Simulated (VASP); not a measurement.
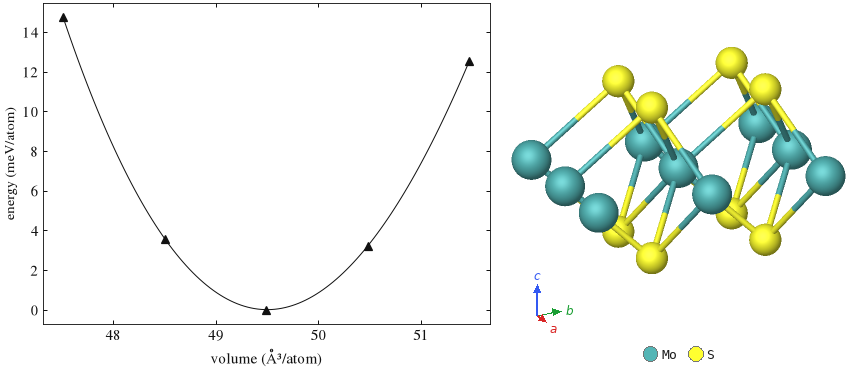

The picture above shows the energy against volume for MoS₂, space group P-6m2 (No. 187). The slab (repeated in the plane, vacuum cut away) is drawn beside the plot.

Structure:
```cif
data_structure
_symmetry_space_group_name_H-M 'P 1'
_symmetry_Int_Tables_number 1
_cell_length_a 3.1409
_cell_length_b 3.1409
_cell_length_c 17.3788
_cell_angle_alpha 90.000
_cell_angle_beta 90.000
_cell_angle_gamma 120.000
_cell_volume 148.48
loop_
_atom_site_label
_atom_site_type_symbol
_atom_site_fract_x
_atom_site_fract_y
_atom_site_fract_z
_atom_site_occupancy
Mo1 Mo 0.00000 0.00000 0.00000 1
S1 S 0.33333 0.66667 0.91034 1
S2 S 0.33333 0.66667 0.08966 1
```

Method: plane-wave DFT, no spin polarisation; energies at scaled volumes of the given cell, shape and fractions fixed, counted from the fit's minimum, third-order Birch-Murnaghan fit (VASP 6.6.1). Level: PBEsol.

k mesh 8×8×2; occupations Gaussian; smearing width 0.02 eV; potentials VASP PAW PBE potentials, recommended; wave cutoff 520 eV.

From this curve and the settings, what does the calculation give for the pressure at the same points?

The pressure falls from 2.44 GPa at volume 47.51 Å³/atom to −1.99 GPa at 51.47 Å³/atom, and changes sign near 49.48 Å³/atom.

```json
{"volume (Å³/atom)": "47.51", "pressure (GPa)": "2.44"}
{"volume (Å³/atom)": "48.50", "pressure (GPa)": "1.14"}
{"volume (Å³/atom)": "49.49", "pressure (GPa)": "-0.02"}
{"volume (Å³/atom)": "50.48", "pressure (GPa)": "-1.06"}
{"volume (Å³/atom)": "51.47", "pressure (GPa)": "-1.99"}
```

Keep in mind: shape and atomic fractions are frozen while scaling, which makes layered, chain and framework solids too stiff.
